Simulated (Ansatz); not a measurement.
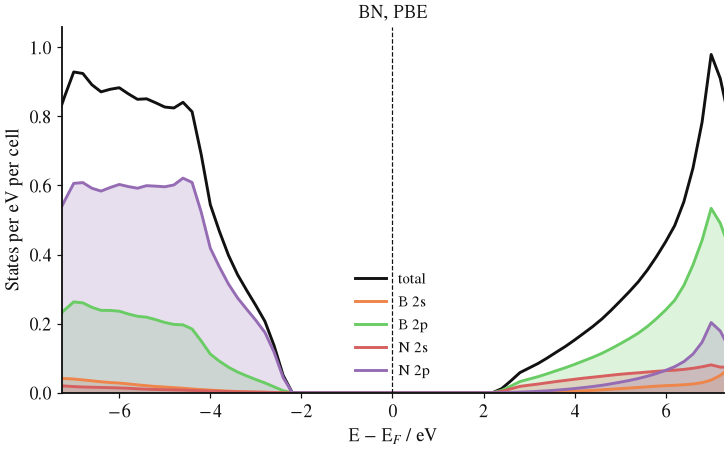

Density of states. Energies are counted from the Fermi level. The partial curves are projected on Löwdin-orthogonalised atomic shells.

Structure: BN, space group F-43m (No. 216), 2 atoms in the cell.

Computed with Ansatz: DFT, PBE, PAW with Ansatz's default frozen-core files, scalar-relativistic, no spin polarisation, 13×13×13 k mesh, Fermi-Dirac smearing of 0.03 eV.

Is there a gap at the Fermi level, and how wide?

There is a gap; over the k points computed it is 4.47 eV.

Which states form the band edges?

By projected weight, the top eV of the valence band is N 2p (85 %) and B 2p (15 %); the bottom eV of the conduction band is B 2p (60 %) and N 2s (35 %).
